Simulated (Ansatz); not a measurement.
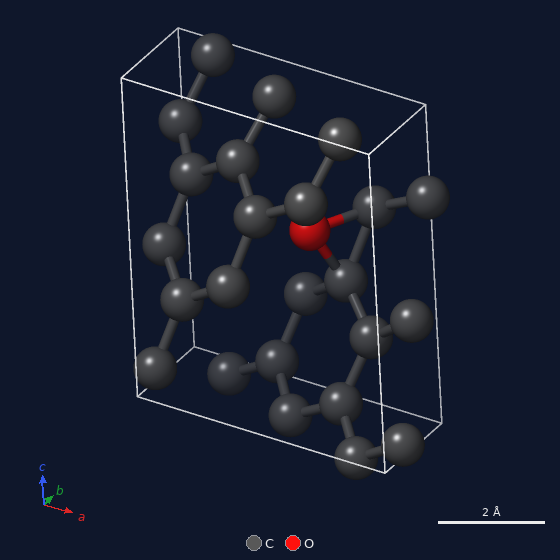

Crystal structure, ball-and-stick style, seen slightly off an axis. The edges of the supercell are marked. The host is C, in a cell of 18 sites, and the cell is neutral.

Question: What has been changed against the perfect crystal?

Answer: An interstitial oxygen atom. It is bonded to two C in a bent arrangement at about 1.4 Å.

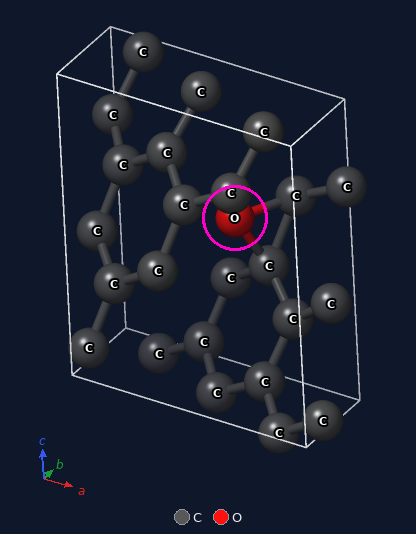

The same cell with a ring at the defect's site.

The atoms were relaxed in the host's cell with DFT PBE+D3(BJ), scalar-relativistic, plane waves, PAW in Ansatz 0.2.0.
